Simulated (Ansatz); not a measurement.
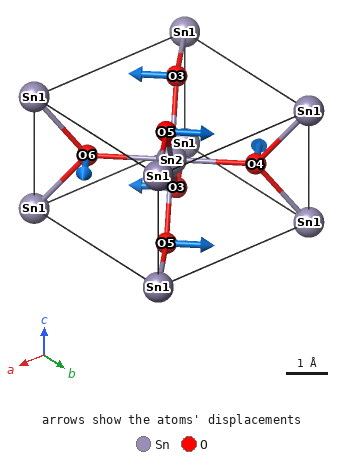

The lowest optical mode of a crystal of SnO₂, space group P4₂/mnm (No. 136), at the zone centre. Displacements are drawn as blue arrows; their common scale and sign are arbitrary. Style: ball-and-stick. Shown: the cell of the calculation, from a free direction.

Method: DFT PBE, scalar-relativistic, plane waves, PAW (Ansatz). Settings: plane-wave cutoff 420 eV; k-point mesh 6 × 6 × 8; occupations fixed; no spin polarisation.

Frequencies are those without the non-analytic (LO–TO) term.

Is this crystal at a minimum with respect to the drawn distortion?

Yes: this softest mode has a real frequency, and so have all others here. That speaks for this wave vector alone: the rest of the zone wasn't checked in this run. This is the B₁g mode at 110 cm⁻¹, the lowest optical level, Raman-active by symmetry. The Sn atoms stay at rest; atoms of one kind move against one another, with no net shift of their sublattice; the O–Sn bond lengths don't change to first order, so for these it is a bending, tilting or sliding motion.
